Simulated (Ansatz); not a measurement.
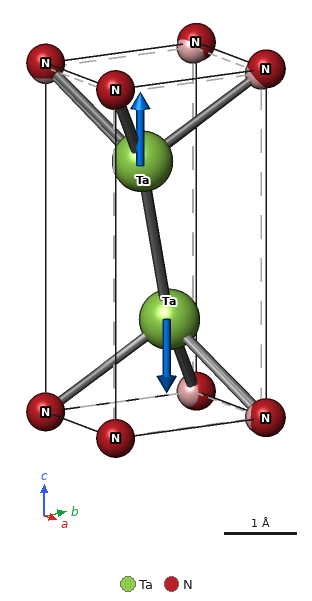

Solid Ta$_{2}$N (set up in P-3m1), drawn pale, and a changed version of it, drawn solid. The blue arrows show how the atoms are displaced (without the part that the change of the cell carries along), magnified 50 times. The picture is a ball-and-stick view of the cell of the calculation, seen slightly off an axis.

The calculation used DFT PBE, scalar-relativistic, plane waves, PAW (Ansatz). Set-up: plane-wave cutoff 420 eV; k-point mesh 18 × 18 × 10; occupations gaussian; smearing width 0.1 eV; no spin polarisation.

Question: What was done to the structure, and with what result?

Answer: The volume is changed by +6.0 %. The cell's shape and the atoms are relaxed at that volume. Energy change: +36.6 meV per atom. The pressure goes from 0.0 to −13.6 GPa. It is metallic before and after. The drawn cell changes as follows: a = b 3.101 → 3.172 Å (+2.3 %), c 4.882 → 4.945 Å (+1.3 %); the volume changes by +6.0 %. The largest moves relative to the cell, 0.021 Å, are those of Ta atoms. N stays in place. Among the bonded contacts that change: Ta–Ta 2.987 → 3.070 Å, Ta–Ta 3.101 → 3.172 Å, N–Ta 2.181 → 2.212 Å, Ta–Ta 3.067 → 3.084 Å. The space group stays P-3m1 (No. 164).
